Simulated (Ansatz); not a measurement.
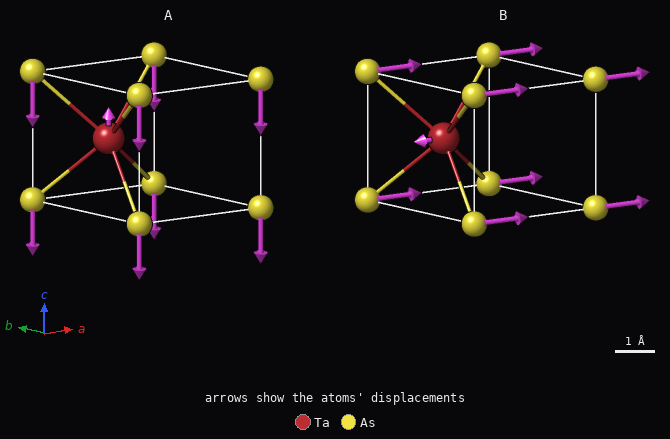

Modes of solid TaAs (a generated structure), space group P-6m2 (No. 187), at the zone centre (one member of each degenerate set). The pink arrows give the relative displacements of the atoms. The picture is a ball-and-stick view of the cell of the calculation, seen from a free direction.

Method: DFT PBE, scalar-relativistic, plane waves, PAW (Ansatz).

The frequencies depend somewhat on the k-mesh and the smearing.

**Which are infrared-active and which Raman-active?**

A is A₂″, infrared-active by symmetry (238 cm⁻¹). B is E′, infrared- and Raman-active by symmetry (240 cm⁻¹). In a metal the free carriers screen the infrared response.
